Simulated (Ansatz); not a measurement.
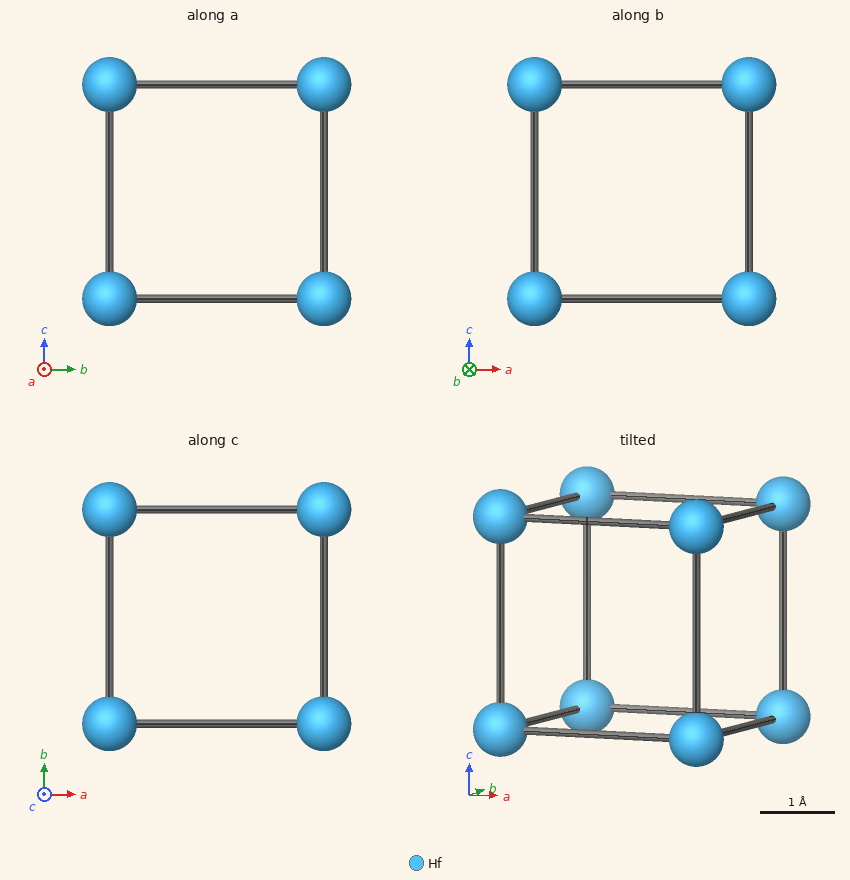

The structure above is drawn in ball-and-stick style and viewed along the a axis, along the b axis, along the c axis and slightly off an axis. One conventional unit cell is outlined, and atoms on its boundary appear in each equivalent place.

Lattice parameters: a = 2.9204 Å, b = 2.9204 Å, c = 2.9204 Å, α = 90.000°, β = 90.000°, γ = 90.000°.

Question: Write down what is shown as a CIF in P1 with every atom of the cell.

Answer:
```cif
data_structure
_symmetry_space_group_name_H-M 'P 1'
_symmetry_Int_Tables_number 1
_cell_length_a 2.9204
_cell_length_b 2.9204
_cell_length_c 2.9204
_cell_angle_alpha 90.000
_cell_angle_beta 90.000
_cell_angle_gamma 90.000
_cell_volume 24.91
loop_
_atom_site_label
_atom_site_type_symbol
_atom_site_fract_x
_atom_site_fract_y
_atom_site_fract_z
_atom_site_occupancy
Hf1 Hf 0.0000 0.0000 0.0000 1
```

The cell started as a structure type filled with this element by a generator (whether the element takes this form wasn't checked). Earlier steps of the study may have refined or changed the cell and positions. It was run through Ansatz as a DFT input.
